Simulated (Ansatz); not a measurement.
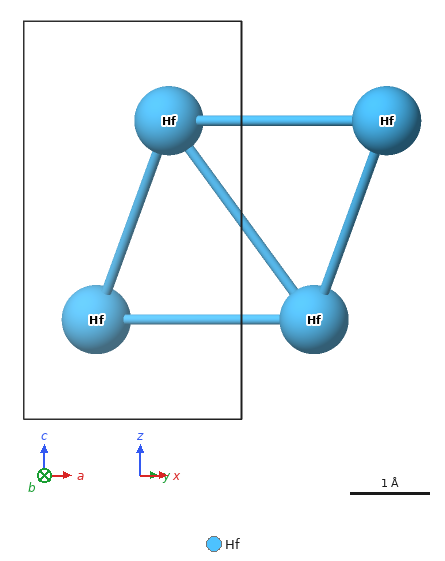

Energy scan for solid Hf (P6_3/mmc), in which the cell is strained along z alone, with the atoms kept at their fractional coordinates. x, y and z are the Cartesian axes of the input. The picture shows the reference cell. Style: ball-and-stick. Shown: the cell of the calculation, repeated 2 × 2 × 1 with one cell outlined, along the b axis.

All numbers below come from DFT PBE, scalar-relativistic, plane waves, PAW (Ansatz). (plane-wave cutoff 420 eV; k-point mesh 18 × 18 × 10; occupations gaussian; smearing width 0.15 eV; no spin polarisation). Energies (free energies at the smearing named) are counted from the cell as listed in its source, which wasn't relaxed.

```xyz
2
Lattice="3.1967 0.0000 0.0000 -1.5983 2.7684 0.0000 0.0000 0.0000 5.0578" Properties=species:S:1:pos:R:3 pbc="T T T"
Hf    0.0000    1.8456    1.2645
Hf    1.5983    0.9228    3.7934
```

> Give the energy at each point (the strain: −0.1500, −0.1125, −0.0750, −0.0375, 0.0000, 0.0375, 0.0750, 0.1125, 0.1312, 0.1500).

| strain | energy change (meV/atom) |
| --- | --- |
| −0.1500 | 412 |
| −0.1125 | 226 |
| −0.0750 | 98 |
| −0.0375 | 25 |
| 0.0000 | 0 |
| 0.0375 | 14 |
| 0.0750 | 60 |
| 0.1125 | 132 |
| 0.1312 | 175 |
| 0.1500 | 222 |

The lowest computed point lies at the strain 0.00 (0 meV/atom). The end points stand at 412 meV/atom (−0.15) and 222 meV/atom (0.15). The unrelaxed reference is under a pressure of 0.8 GPa, which tilts the curve. The distortion keeps the space group P6_3/mmc. At the strain −0.15 the cell of the drawing goes c 5.058 → 4.299 Å.

The computed profile:

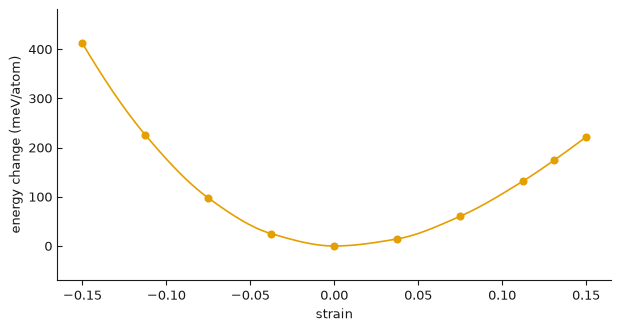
